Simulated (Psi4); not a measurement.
# Energy and gradient calculation of C$_{4}$H$_{6}$

System: C$_{4}$H$_{6}$, SMILES C1=CCC1.
Method: PBE/def2-SVP, RKS (Psi4 1.11).

The geometry comes from this level: PBE0-D4/def2-TZVP.

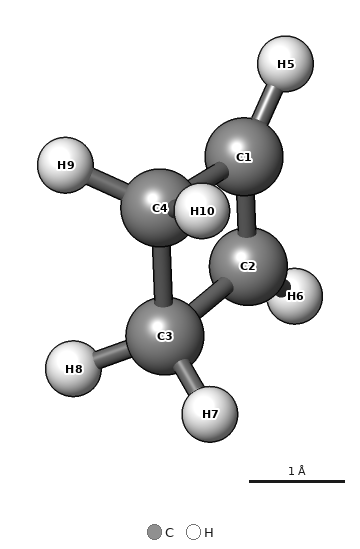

Fig. 1: The structure (ball-and-stick view, seen at a tilt; atoms are numbered from 1 in the order of the input). Bond lengths as drawn: C–C 1.33 to 1.56 Å and C–H 1.08 to 1.09 Å.

Summary:

| quantity | value |
| --- | --- |
| outcome | converged |
| total energy | −155.643936 hartree |
| basis functions | 86 |
| largest force | 0.721 eV/Å |
| HOMO | −5.97 eV |
| LUMO | −0.39 eV |
| dipole moment | 0.21 D |
| hardware | 1 thread of Intel Xeon @ 2.90GHz (Ice Lake), 192 GiB of memory available, shared host |
| wall time | 31 s |
| peak memory | 0.98 GiB |

Input file (c4h6.in):
```
memory 1600 MB

molecule mol {
  0 1
  C
  C 1 1.333982
  C 2 1.507674 1 94.26591
  C 1 1.507607 2 94.26845 3 0.00118
  H 1 1.084159 2 133.51316 3 179.99815
  H 2 1.08414 1 133.51628 5 -0.00824
  H 3 1.093406 2 115.83891 6 64.45008
  H 3 1.093513 7 108.57941 2 132.35043
  H 4 1.093439 1 115.84018 5 64.44595
  H 4 1.093532 9 108.5793 1 132.35309
  units angstrom
  symmetry c1
}

set {
  basis                def2-SVP
  reference            rks
  puream               true
  e_convergence        1e-09
  d_convergence        1e-08
  scf_type             pk
  dft_radial_points    99
  dft_spherical_points 590
}

e_tot, wfn = gradient('pbe', return_wfn=True)
oeprop(wfn, 'DIPOLE', 'MULLIKEN_CHARGES', 'LOWDIN_CHARGES')
```

Launch command:
```bash
psi4 -n 1 c4h6.in c4h6.out
```

What the program printed:
```
Psi4 1.11 release

gradient() will perform analytic gradient computation.

   => Loading Basis Set <=

    Name: DEF2-SVP
    Role: ORBITAL
    Keyword: BASIS

         ---------------------------------------------------------
                                   SCF
                              RKS Reference
                        1 Threads,   1525 MiB Core
         ---------------------------------------------------------

  ==> Geometry <==

    Molecular point group: c1
    Full point group: C1

    Geometry (in Angstrom), charge = 0, multiplicity = 1:

       Center              X                  Y                   Z               Mass
    ------------   -----------------  -----------------  -----------------  -----------------
         C            0.000007561306     0.783538217822    -0.666975181956    12.000000000000
         C            0.000007561306     0.783538217822     0.667006818044    12.000000000000
         C            0.000007561306    -0.719958873984     0.779155760114    12.000000000000
         C           -0.000023401565    -0.719887086312    -0.779185789207    12.000000000000
         H           -0.000017825589     1.569787938470    -1.413441600100     1.007825032230
         H            0.000095242946     1.569733506143     1.413502967086     1.007825032230
         H           -0.887802265190    -1.163612297872     1.237960764756     1.007825032230
         H            0.887929298959    -1.163663465014     1.237949727894     1.007825032230
         H            0.887788327101    -1.163572967367    -1.238034370022     1.007825032230
         H           -0.887984233345    -1.163584187435    -1.237956623834     1.007825032230

  Running in c1 symmetry.

  Rotational constants: A =      0.43638  B =      0.41342  C =      0.23076 [cm^-1]
  Rotational constants: A =  13082.22568  B =  12393.89192  C =   6918.12114 [MHz]
  Nuclear repulsion =  113.694945950227208

  Charge       = 0
  Multiplicity = 1
  Electrons    = 30
  Nalpha       = 15
  Nbeta        = 15

  ==> Algorithm <==

  SCF Algorithm Type is PK.
  DIIS enabled.
  MOM disabled.
  Fractional occupation disabled.
  Guess Type is SAD.
  Energy threshold   = 1.00e-09
  Density threshold  = 1.00e-08
  Integral threshold = 1.00e-12

  ==> Primary Basis <==

  Basis Set: DEF2-SVP
    Blend: DEF2-SVP
    Number of shells: 42
    Number of basis functions: 86
    Number of Cartesian functions: 90
    Spherical Harmonics?: true
    Max angular momentum: 2

  ==> DFT Potential <==

   => LibXC <=

    Version 7.1.2

   => Composite Functional: PBE <=

    PBE GGA Exchange-Correlation Functional

    Deriv               =              1
    GGA                 =           TRUE
    Meta                =          FALSE

    Exchange Hybrid     =          FALSE
    MP2 Hybrid          =          FALSE

   => Exchange Functionals <=

    1.0000     XC_GGA_X_PBE

   => Correlation Functionals <=

    1.0000     XC_GGA_C_PBE

   => LibXC Density Thresholds  <==

    XC_GGA_C_PBE:  1.00E-12
    XC_GGA_X_PBE:  1.00E-15

   => Molecular Quadrature <=

    Radial Scheme          =       TREUTLER
    Pruning Scheme         =           NONE
    Nuclear Scheme         =       TREUTLER

    Blocking Scheme        =         OCTREE
    BS radius alpha        =              1
    Pruning alpha          =              1
    Radial Points          =             99
    Spherical Points       =            590
    Total Points           =         547237
    Total Blocks           =           3897
    Max Points             =            256
    Max Functions          =             86
    Weights Tolerance      =       1.00E-15

  ==> Integral Setup <==

  Using in-core PK algorithm.
   Calculation information:
      Number of atoms:                  10
      Number of AO shells:              42
      Number of primitives:             78
      Number of atomic orbitals:        90
      Number of basis functions:        86

      Integral cutoff                 1.00e-12
      Number of threads:                 1

  Performing in-core PK
  Using 13998822 doubles for integral storage.
  We computed 404946 shell quartets total.
  Whereas there are 408156 unique shell quartets.

  ==> DiskJK: Disk-Based J/K Matrices <==

    J tasked:                  Yes
    K tasked:                   No
    wK tasked:                  No
    Memory [MiB]:              417
    Schwarz Cutoff:          1E-12

  Cached 50.0% of DFT collocation blocks in 0.614 [GiB].

  Minimum eigenvalue in the overlap matrix is 5.1028288831E-04.
  Reciprocal condition number of the overlap matrix is 7.8722925610E-05.
    Using symmetric orthogonalization.

  ==> Pre-Iterations <==

  SCF Guess: Superposition of Atomic Densities via on-the-fly atomic UHF (no occupation information).

   -------------------------
    Irrep   Nso     Nmo
   -------------------------
     A         86      86
   -------------------------
    Total      86      86
   -------------------------

  ==> Iterations <==

                        Total Energy        Delta E     RMS |[F,P]|

   @RKS iter SAD:  -155.36426141921169   -1.55364e+02   0.00000e+00
   @RKS iter   1:  -155.17086625584409    1.93395e-01   1.03563e-02 ADIIS/DIIS
   @RKS iter   2:  -154.44679998482104    7.24066e-01   1.68551e-02 ADIIS/DIIS
   @RKS iter   3:  -155.64232243811753   -1.19552e+00   6.51634e-04 ADIIS/DIIS
   @RKS iter   4:  -155.64354562353589   -1.22319e-03   3.16683e-04 ADIIS/DIIS
   @RKS iter   5:  -155.64385552074430   -3.09897e-04   1.43837e-04 ADIIS/DIIS
   @RKS iter   6:  -155.64393520193101   -7.96812e-05   1.67105e-05 DIIS
   @RKS iter   7:  -155.64393635385258   -1.15192e-06   1.53525e-06 DIIS
   @RKS iter   8:  -155.64393634422561    9.62697e-09   2.16874e-06 DIIS
   @RKS iter   9:  -155.64393636352398   -1.92984e-08   1.51464e-07 DIIS
   @RKS iter  10:  -155.64393636361459   -9.06084e-11   1.90051e-08 DIIS
   @RKS iter  11:  -155.64393636361632   -1.73372e-12   2.46287e-09 DIIS
  Energy and wave function converged.

  ==> Post-Iterations <==

   Electrons on quadrature grid:
      Ntotal   =   29.9999991564 ; deviation = -8.436e-07

    Orbital Energies [Eh]
    ---------------------

    Doubly Occupied:

       1A     -9.895250     2A     -9.895122     3A     -9.890397
       4A     -9.889902     5A     -0.778968     6A     -0.583083
       7A     -0.572722     8A     -0.452145     9A     -0.447924
      10A     -0.410240    11A     -0.338442    12A     -0.315068
      13A     -0.287808    14A     -0.276755    15A     -0.219397

    Virtual:

      16A     -0.014250    17A      0.054957    18A      0.083977
      19A      0.084396    20A      0.088761    21A      0.113283
      22A      0.142586    23A      0.157558    24A      0.160417
      25A      0.259160    26A      0.338277    27A      0.374080
      28A      0.396238    29A      0.414482    30A      0.416642
      31A      0.446806    32A      0.487136    33A      0.536456
      34A      0.545182    35A      0.546090    36A      0.601507
      37A      0.619941    38A      0.626518    39A      0.632528
      40A      0.636600    41A      0.655138    42A      0.655435
      43A      0.680460    44A      0.769090    45A      0.780037
      46A      0.797189    47A      1.011179    48A      1.076423
      49A      1.098193    50A      1.199533    51A      1.273151
      52A      1.345589    53A      1.475917    54A      1.478313
      55A      1.482281    56A      1.587620    57A      1.662827
      58A      1.679707    59A      1.683706    60A      1.698338
      61A      1.734628    62A      1.772579    63A      1.838404
      64A      1.854825    65A      1.903463    66A      1.919540
      67A      1.919760    68A      1.967395    69A      2.045016
      70A      2.066549    71A      2.166504    72A      2.215114
      73A      2.230679    74A      2.288370    75A      2.431665
      76A      2.461729    77A      2.493072    78A      2.495772
      79A      2.625816    80A      2.654069    81A      2.745157
      82A      2.806953    83A      2.810422    84A      2.956256
      85A      3.032723    86A      3.348023

    Final Occupation by Irrep:
              A
    DOCC [    15 ]
    NA   [    15 ]
    NB   [    15 ]

  @RKS Final Energy:  -155.64393636361632

   => Energetics <=

    Nuclear Repulsion Energy =            113.6949459502272077
    One-Electron Energy =                -433.2348301776634685
    Two-Electron Energy =                 187.5768913428581470
    DFT Exchange-Correlation Energy =     -23.6809434790382269
    Empirical Dispersion Energy =           0.0000000000000000
    VV10 Nonlocal Energy =                  0.0000000000000000
    Total Energy =                       -155.6439363636163193

Computation Completed

Properties will be evaluated at   0.000000,   0.000000,   0.000000 [a0]

Properties computed using the SCF density matrix

 Multipole Moments:

 ------------------------------------------------------------------------------------
     Multipole            Electronic (a.u.)      Nuclear  (a.u.)        Total (a.u.)
 ------------------------------------------------------------------------------------

 L = 1.  Multiply by 2.5417464519 to convert [e a0] to [Debye]
 Dipole X            :          0.0000000            0.0000080            0.0000080
 Dipole Y            :          1.3381156           -1.4201833           -0.0820677
 Dipole Z            :          0.0000269           -0.0000179            0.0000089
 Magnitude           :                                                    0.0820677

 ------------------------------------------------------------------------------------

	total time  =         24 seconds =       0.40 minutes

         ------------------------------------------------------------
                                   SCF GRAD
         ------------------------------------------------------------

  ==> Geometry <==

    Molecular point group: c1
    Full point group: C1

    Geometry (in Angstrom), charge = 0, multiplicity = 1:

       Center              X                  Y                   Z               Mass
    ------------   -----------------  -----------------  -----------------  -----------------
         C            0.000007561306     0.783538217822    -0.666975181956    12.000000000000
         C            0.000007561306     0.783538217822     0.667006818044    12.000000000000
         C            0.000007561306    -0.719958873984     0.779155760114    12.000000000000
         C           -0.000023401565    -0.719887086312    -0.779185789207    12.000000000000
         H           -0.000017825589     1.569787938470    -1.413441600100     1.007825032230
         H            0.000095242946     1.569733506143     1.413502967086     1.007825032230
         H           -0.887802265190    -1.163612297872     1.237960764756     1.007825032230
         H            0.887929298959    -1.163663465014     1.237949727894     1.007825032230
         H            0.887788327101    -1.163572967367    -1.238034370022     1.007825032230
         H           -0.887984233345    -1.163584187435    -1.237956623834     1.007825032230

  Nuclear repulsion =  113.694945950227208

  ==> Basis Set <==

  Basis Set: DEF2-SVP
    Blend: DEF2-SVP
    Number of shells: 42
    Number of basis functions: 86
    Number of Cartesian functions: 90
    Spherical Harmonics?: true
    Max angular momentum: 2

  ==> DirectJKGrad: Integral-Direct SCF Gradients <==

    Gradient:                    1
    J tasked:                  Yes
    K tasked:                   No
    wK tasked:                  No
    Integrals threads:           1
    Schwarz Cutoff:          1E-12

  ==> DFT Potential <==

   => LibXC <=

    Version 7.1.2

   => Composite Functional: PBE <=

    PBE GGA Exchange-Correlation Functional

    Deriv               =              1
    GGA                 =           TRUE
    Meta                =          FALSE

    Exchange Hybrid     =          FALSE
    MP2 Hybrid          =          FALSE

   => Exchange Functionals <=

    1.0000     XC_GGA_X_PBE

   => Correlation Functionals <=

    1.0000     XC_GGA_C_PBE

   => LibXC Density Thresholds  <==

    XC_GGA_C_PBE:  1.00E-12
    XC_GGA_X_PBE:  1.00E-15

   => Molecular Quadrature <=

    Radial Scheme          =       TREUTLER
    Pruning Scheme         =           NONE
    Nuclear Scheme         =       TREUTLER

    Blocking Scheme        =         OCTREE
    BS radius alpha        =              1
    Pruning alpha          =              1
    Radial Points          =             99
    Spherical Points       =            590
    Total Points           =         547237
    Total Blocks           =           3897
    Max Points             =            256
    Max Functions          =             86
    Weights Tolerance      =       1.00E-15

  -Total Gradient:
     Atom            X                  Y                   Z
    ------   -----------------  -----------------  -----------------
       1        0.000006559588     0.002480934688     0.013790119737
       2       -0.000008739463     0.002526423793    -0.013786593425
       3       -0.000057538450    -0.003565683370     0.003600399049
       4        0.000051398789    -0.003514086874    -0.003589347430
       5       -0.000001454033    -0.008952162167     0.008664972718
       6        0.000002551045    -0.008962706551    -0.008672311845
       7        0.009104893576     0.005015745210    -0.005260085178
       8       -0.009047979007     0.004985243404    -0.005230727564
       9       -0.009086504735     0.005006943866     0.005252967233
      10        0.009036812660     0.004979441727     0.005230606337

	total time  =          6 seconds =       0.10 minutes

Properties will be evaluated at   0.000000,   0.000000,   0.000000 [a0]
OEProp: No title given, name of density matrix used for the following properties is 'SCF density'

 Multipole Moments:

 ------------------------------------------------------------------------------------
     Multipole            Electronic (a.u.)      Nuclear  (a.u.)        Total (a.u.)
 ------------------------------------------------------------------------------------

 L = 1.  Multiply by 2.5417464519 to convert [e a0] to [Debye]
 Dipole X            :          0.0000000            0.0000080            0.0000080
 Dipole Y            :          1.3381156           -1.4201833           -0.0820677
 Dipole Z            :          0.0000269           -0.0000179            0.0000089
 Magnitude           :                                                    0.0820677

 ------------------------------------------------------------------------------------
  Mulliken Charges: (a.u.)
   Center  Symbol    Alpha    Beta     Spin     Total
       1     C     3.04226  3.04226  0.00000 -0.08453
       2     C     3.04226  3.04226  0.00000 -0.08452
       3     C     2.98131  2.98131  0.00000  0.03739
       4     C     2.98130  2.98130  0.00000  0.03740
       5     H     0.50503  0.50503  0.00000 -0.01005
       6     H     0.50503  0.50503  0.00000 -0.01006
       7     H     0.48571  0.48571  0.00000  0.02858
       8     H     0.48570  0.48570  0.00000  0.02861
       9     H     0.48571  0.48571  0.00000  0.02859
      10     H     0.48570  0.48570  0.00000  0.02861

   Total alpha = 15.00000, Total beta = 15.00000, Total charge =  0.00000

  Lowdin Charges: (a.u.)
   Center  Symbol    Alpha    Beta     Spin     Total
       1     C     3.01752  3.01752  0.00000 -0.03504
       2     C     3.01752  3.01752  0.00000 -0.03503
       3     C     3.01441  3.01441  0.00000 -0.02883
       4     C     3.01442  3.01442  0.00000 -0.02884
       5     H     0.49453  0.49453  0.00000  0.01095
       6     H     0.49453  0.49453  0.00000  0.01094
       7     H     0.48677  0.48677  0.00000  0.02645
       8     H     0.48676  0.48676  0.00000  0.02647
       9     H     0.48677  0.48677  0.00000  0.02646
      10     H     0.48676  0.48676  0.00000  0.02647

  Total alpha = 15.00000, Total beta = 15.00000, Total charge =  0.00000

    Psi4 run time: 0:00:29.74
```

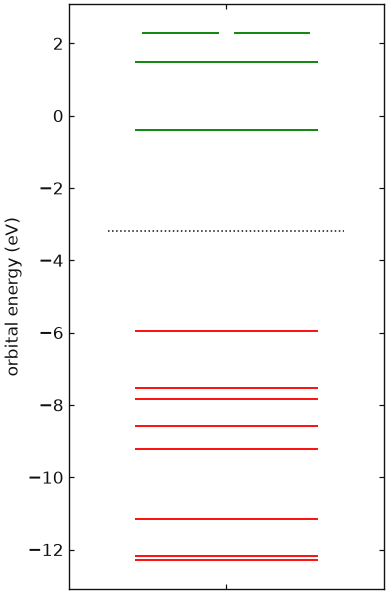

Fig. 2: Orbital energies near the frontier; the dotted line parts filled from empty levels, and levels within 0.02 eV of each other stand side by side. Highest filled −5.97 eV, lowest empty −0.39 eV, 5.58 eV apart.

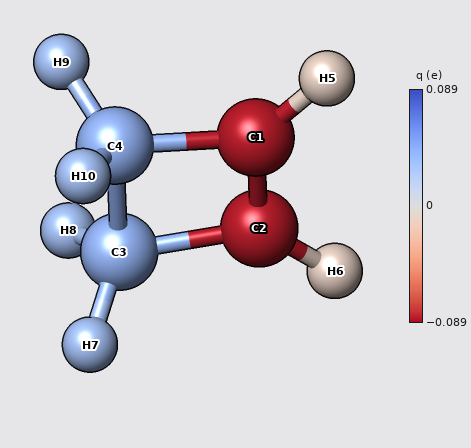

Fig. 3: Mulliken charges, as the colour of each atom (ball-and-stick view, seen at a tilt; atoms are numbered from 1 in the order of the input). By element: C −0.08 to +0.04 and H −0.01 to +0.03 e.
